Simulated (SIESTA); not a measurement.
## FeS₂: 7 runs along one coordinate

System: FeS₂ (Pnnm, 6 atoms in the cell).
Method: Kohn-Sham DFT of a periodic cell, PBE, PseudoDojo 0.4 standard, converted to PSML, spin-polarised (SIESTA 5.4.2).

The 7 runs differ only in the geometry, by an even scaling of the cell at fixed fractional positions. The structure derives from an entry of the Crystallography Open Database.

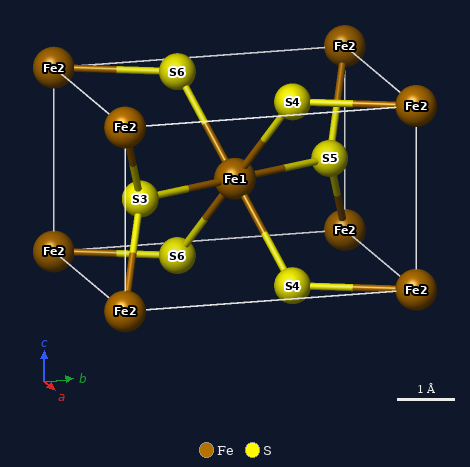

Figure 1. The structure of run 4 (ball-and-stick view of the cell of the calculation, seen slightly off an axis; atoms are numbered from 1 in the order of the input).

## Input of run 4
```
SystemName                      Marcasite
SystemLabel                     FeS2
NumberOfSpecies                 2
NumberOfAtoms                   6
%block ChemicalSpeciesLabel
  1  26 Fe
  2  16 S
%endblock ChemicalSpeciesLabel

LatticeConstant                 1.0 Ang
%block LatticeVectors
     4.4400000000     0.0000000000     0.0000000000
     0.0000000000     5.3900000000     0.0000000000
     0.0000000000     0.0000000000     3.3700000000
%endblock LatticeVectors
AtomicCoordinatesFormat         Fractional
%block AtomicCoordinatesAndAtomicSpecies
     0.5000000000     0.5000000000     0.5000000000  1  Fe
     0.0000000000     0.0000000000     0.0000000000  1  Fe
     0.7030000000     0.1250000000     0.5000000000  2  S
     0.7970000000     0.6250000000     0.0000000000  2  S
     0.2970000000     0.8750000000     0.5000000000  2  S
     0.2030000000     0.3750000000     0.0000000000  2  S
%endblock AtomicCoordinatesAndAtomicSpecies

%block kgrid.MonkhorstPack
    4   0   0  0.0
    0   4   0  0.0
    0   0   6  0.0
%endblock kgrid.MonkhorstPack
XC.Functional                   GGA
XC.Authors                      PBE
PAO.BasisSize                   DZP
PAO.EnergyShift                 0.002 Ry
Mesh.Cutoff                     800 Ry
Spin                            polarized
%block DM.InitSpin
    1   3.000
    2   3.000
    3   0.000
    4   0.000
    5   0.000
    6   0.000
%endblock DM.InitSpin
OccupationFunction              FD
ElectronicTemperature           0.05 eV
MaxSCFIterations                200
SCF.MustConverge                false
SCF.Mixer.Method                Pulay
SCF.Mixer.Weight                0.1
SCF.Mixer.History               10
SCF.DM.Tolerance                5.0e-05
SCF.H.Tolerance                 1.0e-03 eV
WriteForces                     true
Charge.Mulliken                 end
```

Command:
```bash
siesta < FeS2.fdf > FeS2.out 2>&1
```

Run 3 differs from it as follows:
```diff
-     4.4400000000     0.0000000000     0.0000000000
-     0.0000000000     5.3900000000     0.0000000000
-     0.0000000000     0.0000000000     3.3700000000
+     4.4102004444     0.0000000000     0.0000000000
+     0.0000000000     5.3538244134     0.0000000000
+     0.0000000000     0.0000000000     3.3473818688
```

## Results, with one run withheld

| run | volume per atom (Å³) | free energy per atom, from the lowest run given (meV) | pressure (GPa) | gap on the mesh (eV) |
| --- | --- | --- | --- | --- |
| 1 | 12.635 | 48.97 | 15.31 | 1.05 |
| 2 | 12.904 | 27.06 | 10.90 | 0.99 |
| 3 | 13.173 | ? | ? | ? |
| 4 | 13.442 | 3.29 | 3.54 | 0.87 |
| 5 | 13.710 | 0.00 | 0.40 | 0.82 |
| 6 | 13.979 | 1.75 | −2.38 | 0.77 |
| 7 | 14.248 | 7.87 | −4.91 | 0.72 |

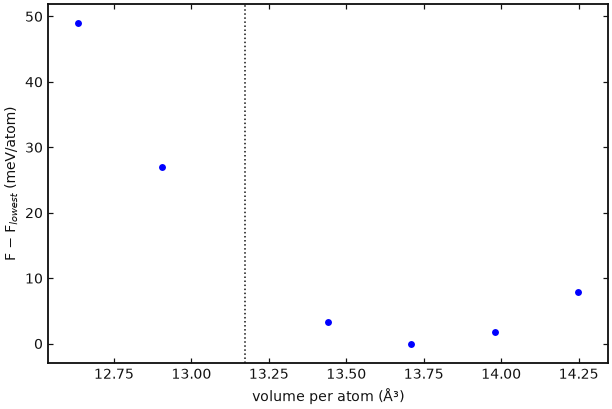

Figure 2. Free energy per atom of the runs given; the dotted line marks run 3.

What should run 3 give?

A cubic polynomial in V^(−2/3) (the Birch–Murnaghan form), fitted to the 6 runs given, misses them by at most 0.03 meV per atom. With x = V^(−2/3) − 0.17667 Å⁻², it reads F = 2.7599 + 2303.1 x + 4.7902e+05 x² + 8.375e+05 x³ (meV per atom). At run 3 it gives 12.07 meV per atom, and the run itself gives 12.08. The slope of the fit gives a pressure −dF/dV of 7.01 GPa there, and the run prints 7.05 GPa. The fit has its minimum at 13.748 Å³ per atom, where V d²F/dV² gives 149 GPa. Cell shape and fractional positions are held, so this is the stiffness under even scaling; the relaxed bulk modulus wasn't computed. The gap on the mesh goes, without turning, from 1.05 eV in run 1 to 0.72 eV in run 7; run 3 has 0.93 eV. These are gaps of this functional on this mesh, which can miss the band edges; they aren't the measured gap.

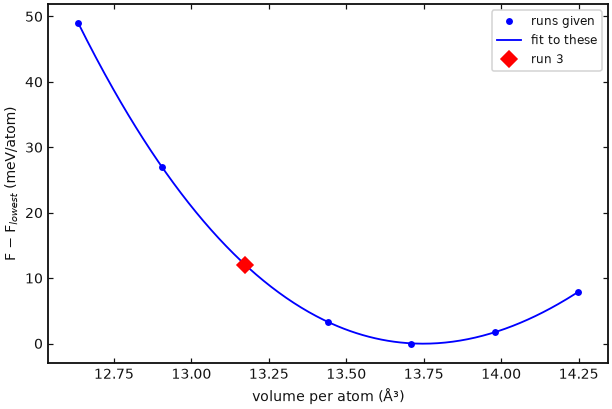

Figure 3. The fit and the withheld run.

## Some lines of the output (run 3)
```
[...]
outcell: Cell volume (Ang**3)        :     79.0365
stepf: Fermi-Dirac step function
siesta: Etot    =     -8019.432089
siesta: FreeEng =     -8019.466592
        iscf     Eharris(eV)        E_KS(eV)     FreeEng(eV)     dDmax    Ef(eV) dHmax(eV)
siesta: E_KS(eV) =            -8024.0210
siesta: E_KS - E_eggbox =     -8024.0210
siesta: Etot    =     -8024.020974
siesta: FreeEng =     -8024.020987
siesta:         Fermi =      -4.833747
siesta: Cell volume =         79.036502 Ang**3
    Orbital volume contribution        =           4.659932 eV
```

Notes: Points of doubt noted for this run: mulliken charges of long orbitals. Semilocal DFT without U tends to delocalise the d electrons of such compounds and to underestimate the gap. With a small basis of atomic orbitals these values can differ much from converged plane-wave results.
